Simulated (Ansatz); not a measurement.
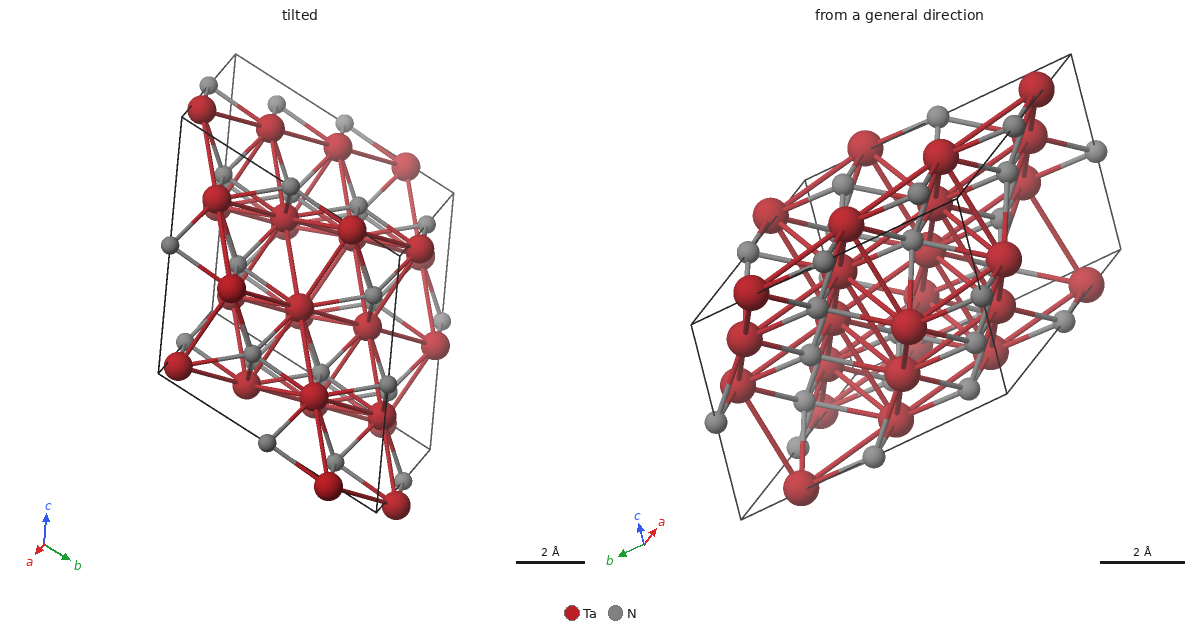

This ball-and-stick model is shown slightly off an axis and from a general direction. The outline marks the supercell. The host is TaN, in a cell of 32 sites, and the cell is neutral.

What defect is present?

A nitrogen vacancy. Around the empty site lie six Ta at about 2.2 Å.

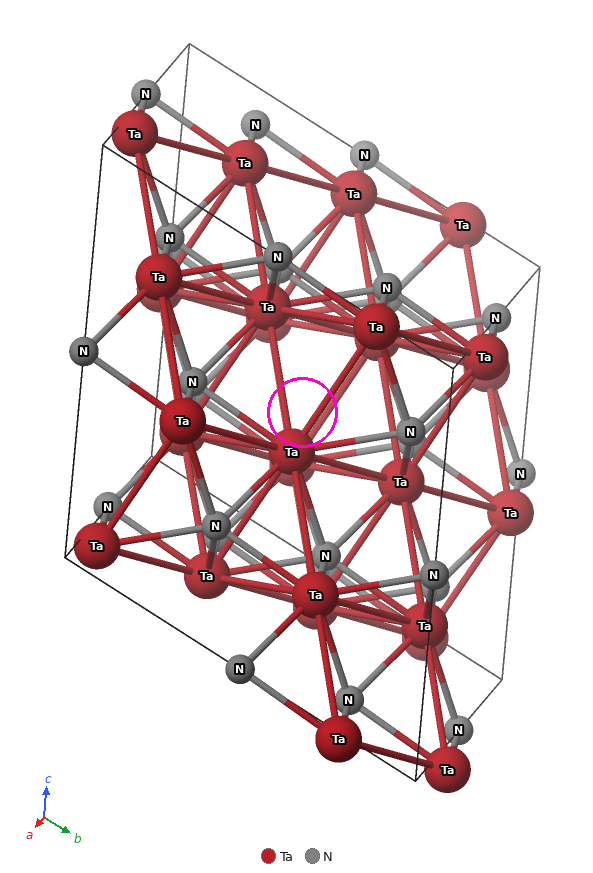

The same cell with a ring at the defect's site.

The atoms were relaxed in the host's cell with DFT PBE, scalar-relativistic, plane waves, PAW in Ansatz.
